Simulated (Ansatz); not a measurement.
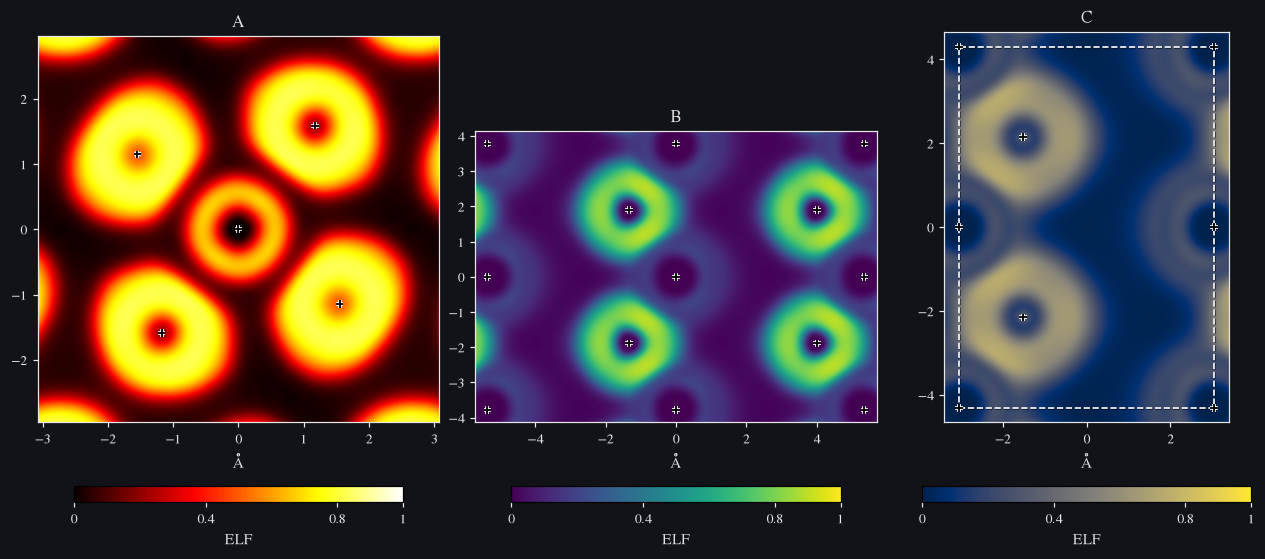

The electron localisation function of 3 systems, each on a plane through atoms (crosses mark nuclei in the plane).

Method: DFT PBEsol, scalar-relativistic, plane waves, PAW in Ansatz 0.2.0.

System 1: InAs, the (101) plane of the conventional cell. Space group F-43m; a generated structure, not necessarily the stable one.

System 2: TiO2, the (111) plane of the conventional cell. Space group P4₂/mnm; a generated structure, not necessarily the stable one; computed without spin polarisation.

```
Ti O
1.0
     4.59102    0.00000    0.00000
     0.00000    4.59102    0.00000
     0.00000    0.00000    2.93909
Ti O
2 4
Direct
  0.00000 0.00000 0.00000
  0.50000 0.50000 0.50000
  0.30444 0.30444 0.00000
  0.19556 0.80444 0.50000
  0.69556 0.69556 0.00000
  0.80444 0.19556 0.50000
```

System 3: ZnS, the (101) plane of the conventional cell. Space group F-43m.

```
CELL_PARAMETERS angstrom
5.35554 0.00000 0.00000
0.00000 0.00000 -5.35554
0.00000 5.35554 0.00000
ATOMIC_POSITIONS crystal
Zn 0.25000 0.75000 0.25000
Zn 0.75000 0.75000 0.75000
Zn 0.75000 0.25000 0.25000
Zn 0.25000 0.25000 0.75000
S 0.50000 0.50000 0.00000
S 0.00000 0.50000 0.50000
S 0.00000 0.00000 0.00000
S 0.50000 0.00000 0.50000
```

**Which map belongs to which system?**

Panel A is system 2, TiO2: the plane holds Ti and O. Ti–O (1.94 Å): the ELF peaks at about 0.80 in the valence shell of O, 0.6 Å from its nucleus, and is about 0.20 at the midpoint: no shared electron pair shows on this line. Panel B is system 3, ZnS: the plane holds Zn and S. Zn–S (2.32 Å): the ELF peaks at about 0.90 in the valence shell of S, 0.8 Å from its nucleus, and is about 0.55 at the midpoint. Panel C is system 1, InAs: the plane holds In and As. In–As (2.64 Å): the ELF peaks at about 0.75 between the atoms.
